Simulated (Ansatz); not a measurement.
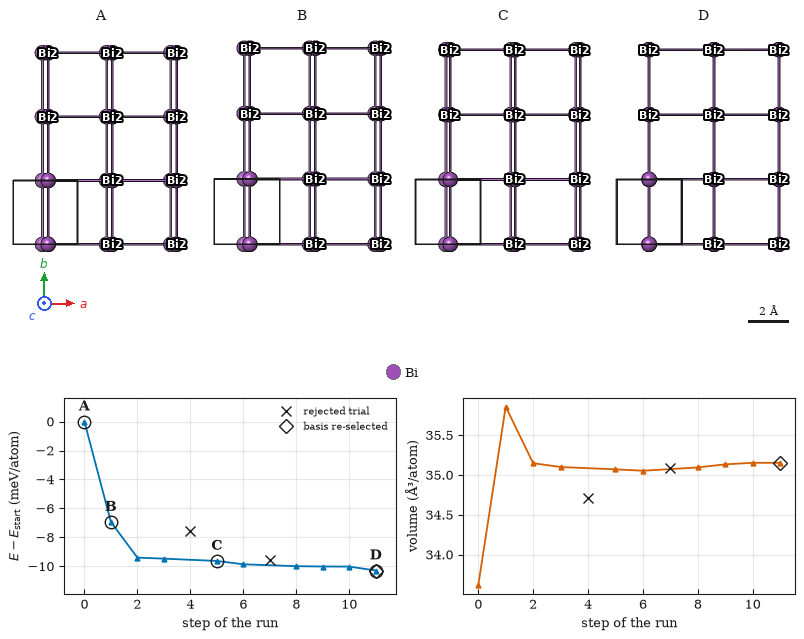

Frames of a relaxation of a crystal of Bi (set up in P2/m), marked on the history of the run. A ball-and-stick model of the cell of the calculation, repeated 3 × 3 × 1 with one cell outlined, seen along the c axis.

Theory: DFT PBE, scalar-relativistic, plane waves, PAW in Ansatz. Set-up: plane-wave cutoff 420 eV; k-point mesh 14 × 14 × 8; occupations gaussian; smearing width 0.1 eV; no spin polarisation; cell and atoms relaxed; force threshold 0.005 eV/Å; at most 80 steps.

Q: Describe the path.

A: After 8 accepted moves (11 points after the start) the energy has fallen by 10.3 meV per atom. The largest force component goes from 0.012 to 0.00013 eV/Å. The pressure goes from 2.19 to −0.01 GPa. The line search rejected the trial steps at points 4, 7 of the run. At 1 point the geometry stayed and the basis and grid were re-selected for the new cell (energy shift of 0.3 meV per atom at most each time). The largest moves relative to the cell, 0.15 Å, are those of Bi atoms. The drawn cell changes as follows: a 3.238 → 3.275 Å (+1.1 %), b 3.222 → 3.275 Å (+1.6 %), c 6.444 → 6.556 Å (+1.7 %), β 90.7° → 90.0°; the volume changes by +4.6 %. Near-neighbour distances that change, for instance: Bi–Bi 3.222 → 3.275 Å, Bi–Bi 3.244 → 3.278 Å. Among the angles between lasting bonds that change: Bi–Bi–Bi 169.8° → 179.9°, Bi–Bi–Bi 95.8° → 90.0°, Bi–Bi–Bi 84.2° → 90.0°. The space group (tolerance 0.01 Å) goes from P2/m (No. 10) to Pm-3m (No. 221). From step 0 to 1: volume +6.7 %, energy −6.9 meV per atom. From step 1 to 5: Bi atoms move most (0.04 Å), volume −2.2 %, energy −2.7 meV per atom. From step 5 to 11: Bi atoms move most (0.10 Å), volume +0.2 %, energy −0.7 meV per atom.

```json
{"step": "0", "E − E(0), meV/atom": "0.00", "largest force component, eV/Å": "0.0115", "pressure, GPa": "2.19", "volume, Å³/atom": "33.614", "note": ""}
{"step": "1", "E − E(0), meV/atom": "-6.94", "largest force component, eV/Å": "0.0064", "pressure, GPa": "-0.95", "volume, Å³/atom": "35.858", "note": ""}
{"step": "2", "E − E(0), meV/atom": "-9.40", "largest force component, eV/Å": "0.0017", "pressure, GPa": "-0.08", "volume, Å³/atom": "35.148", "note": ""}
{"step": "3", "E − E(0), meV/atom": "-9.47", "largest force component, eV/Å": "0.0029", "pressure, GPa": "0.00", "volume, Å³/atom": "35.100", "note": ""}
{"step": "4", "E − E(0), meV/atom": "-7.56", "largest force component, eV/Å": "0.0224", "pressure, GPa": "0.59", "volume, Å³/atom": "34.712", "note": "rejected"}
{"step": "5", "E − E(0), meV/atom": "-9.63", "largest force component, eV/Å": "0.0050", "pressure, GPa": "0.06", "volume, Å³/atom": "35.071", "note": ""}
{"step": "6", "E − E(0), meV/atom": "-9.86", "largest force component, eV/Å": "0.0044", "pressure, GPa": "0.11", "volume, Å³/atom": "35.054", "note": ""}
{"step": "7", "E − E(0), meV/atom": "-9.55", "largest force component, eV/Å": "0.0086", "pressure, GPa": "0.07", "volume, Å³/atom": "35.084", "note": "rejected"}
{"step": "8", "E − E(0), meV/atom": "-9.99", "largest force component, eV/Å": "0.0035", "pressure, GPa": "0.07", "volume, Å³/atom": "35.095", "note": ""}
{"step": "9", "E − E(0), meV/atom": "-10.01", "largest force component, eV/Å": "0.0018", "pressure, GPa": "0.02", "volume, Å³/atom": "35.134", "note": ""}
{"step": "10", "E − E(0), meV/atom": "-10.02", "largest force component, eV/Å": "0.0001", "pressure, GPa": "0.00", "volume, Å³/atom": "35.153", "note": ""}
{"step": "11", "E − E(0), meV/atom": "-10.29", "largest force component, eV/Å": "0.0001", "pressure, GPa": "-0.01", "volume, Å³/atom": "35.153", "note": "same geometry, new basis"}
```
